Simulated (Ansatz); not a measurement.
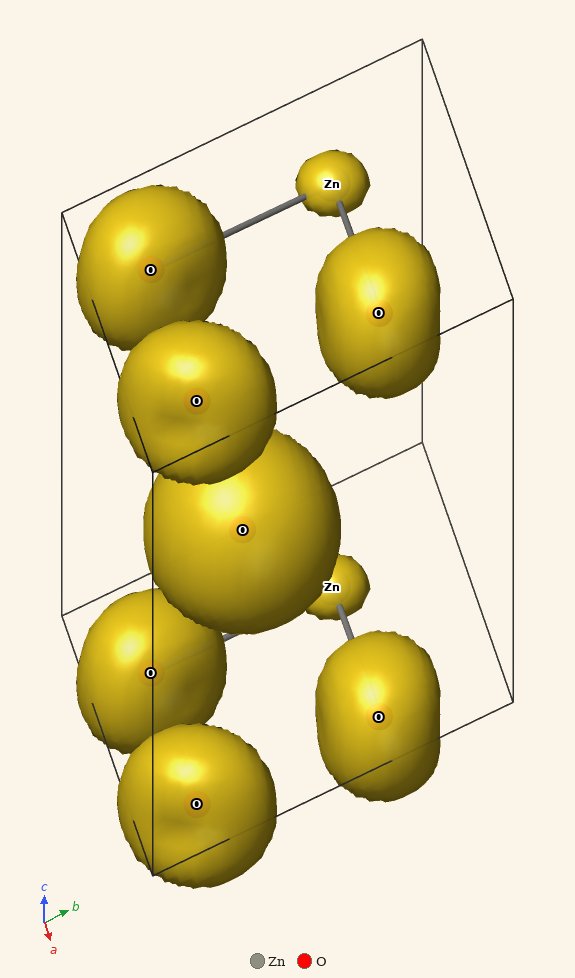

*ZnO$_{4}$. Isosurface of the spin density (up minus down) at +0.1 e/Å³ (yellow), seen at an oblique angle. Sticks mark near contacts.*

Space group P-6m2; a structure generated by program, which may or may not match a known phase; spin-polarised.

Theory: DFT PBE, scalar-relativistic, plane waves, PAW in Ansatz.

```
Zn O
1.0
     4.20052    0.00000    0.00000
    -2.10026    3.63775    0.00000
     0.00000    0.00000    4.26559
Zn O
1 4
Direct
  0.33333 0.66667 0.00000
  0.66667 0.33333 0.50000
  0.83525 0.16475 0.00000
  0.83525 0.67051 0.00000
  0.32949 0.16475 0.00000
```

> Describe the spin distribution.

The spin density sits on O: +1.7 μB and +0.5 μB (×3) in one cell of 5 atoms: parallel main moments (a ferromagnetic arrangement) in this solution. The cell of the calculation (5 atoms) carries 3.3 μB of net spin moment.
